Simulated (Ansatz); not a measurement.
# Run report: Ni₂Ge, single-point calculation (part 1 of 3)

The run: single-point calculation of Ni₂Ge (P6₃/mmc, 6 atoms in the cell). Method and program: DFT r2SCAN, scalar-relativistic, plane waves, PAW, spin-polarised (Ansatz 0.2.0).

The structure derives from a Materials Project entry. Figures and captions count atoms from 1; the log counts them from 0 in places.

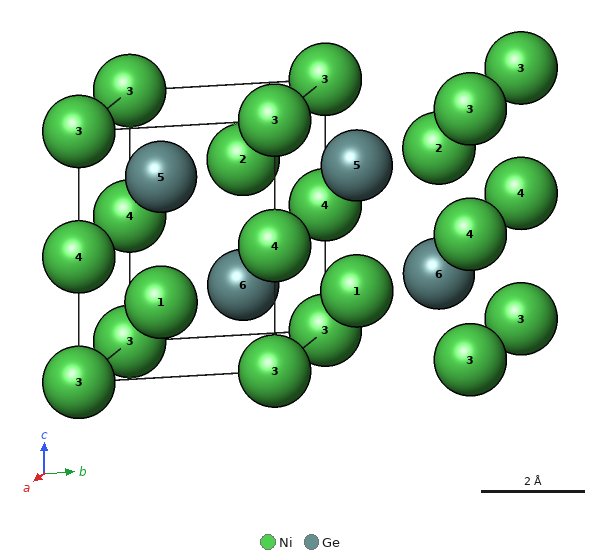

The input geometry (spheres-only view of the cell of the calculation, repeated 1 × 2 × 1, seen slightly off an axis; atoms are numbered from 1 in the order of the input). An atom can appear more than once, as a periodic image.

Input
```yaml
crystal:
  lattice:
    - [3.9798102787, 0.0, 0.0]
    - [-1.9899051393, 3.4466168036, 0.0]
    - [0.0, 0.0, 5.02387811]
  atoms:
    - { symbol: Ni, position: [0.66666667, 0.33333333, 0.25], spin: 2.0 }
    - { symbol: Ni, position: [0.33333333, 0.66666667, 0.75], spin: 2.0 }
    - { symbol: Ni, position: [0.0, 0.0, 0.0], spin: 2.0 }
    - { symbol: Ni, position: [0.0, 0.0, 0.5], spin: 2.0 }
    - { symbol: Ge, position: [0.66666667, 0.33333333, 0.75] }
    - { symbol: Ge, position: [0.33333333, 0.66666667, 0.25] }
basis:
  ecutwfc: 500
kpoints:
  mp_grid: { grid: [6, 6, 4] }
hamiltonian:
  xc: r2scan
scf:
  occupations: { method: gaussian, width: 0.1 }
  lower_state_search: "off"
output:
  forces: true
  stress: true
  eigenvalues: true
  populations: true
magnetization:
  spin_polarized: true
```

Command:
```bash
ansatz run input.yaml --threads 2 --pin off --max-ram 5120MiB --backend cpu --events-out ev --progress --plain --runs-dir out
```

What the program printed
```
Engine: ansatz 0.2.0, x86_64-unknown-linux-gnu
Pseudopotentials: kind: paw
Pseudopotential: Ni, paw, valence charge 18, recommended cutoff 500 eV (meta_gga), Ni.paw.azcp
Pseudopotential: Ge, paw, valence charge 14, recommended cutoff 500 eV (meta_gga), Ge.paw.azcp
Functional definition: r2SCAN
  parameter k0 = 0.174
  parameter k1 = 0.065
  parameter a1 = 4.9479
  exchange = r2scan_x(k0 = k0, k1 = k1, a1 = a1)
  correlation = r2scan_c
Crystal: 6 atoms, lattice volume = 68.912 Å³
Basis set: ecut = 500 eV, 1789 PW (Γ), exchange–correlation on 120×120×160 points (64 copies of the dense FFT grid, shifted against one another)
Bands: 65, of which v1, the nominal top of the filled ones, is band 50 counted from 1 (49 counted from 0)
Symmetry: 24 space group operations
Space group: P63/mmc (ITA 194), of the structure as read, at distance tolerance 4.1e-5 Å
Magnetic group: BNS 194.263 (UNI 1493), of the structure as read, at distance tolerance 4.1e-5 Å
k-points: 21 of 144
Non-local potential: Ni, projectors of the file, l = 0: 3, l = 1: 2, l = 2: 3, l = 3: 1
Non-local potential: Ge, projectors of the file, l = 0: 2, l = 1: 2, l = 2: 3, l = 3: 1
PAW form: soft (Blöchl's): semilocal exchange-correlation on the pseudo side does not see the compensation charge
PAW frozen core: Ni, regenerated for the run's functional (the file was generated under x = pbe(κ = 0.804, μ = 0.2195149727645171), c = pbe(β = 0.06672455060314922))
PAW frozen core: Ge, regenerated for the run's functional (the file was generated under x = pbe(κ = 0.804, μ = 0.2195149727645171), c = pbe(β = 0.06672455060314922))
PAW one-centre angular grid: Ni, 590 points (default); XC on 160 Gauss nodes
PAW one-centre angular grid: Ge, 590 points (default); XC on 160 Gauss nodes
Initial density: superposition of atomic densities (chi_scale 0.1, normalization cell)
Starting moments: Σ|m| = 8 μB on 4 of 6 sites
Initial wavefunctions: pseudopotential atomic-orbital guess
Functional: x = r2scan, c = r2scan; τ floored in thin density (d = 2e-4 eV/Å³)
```
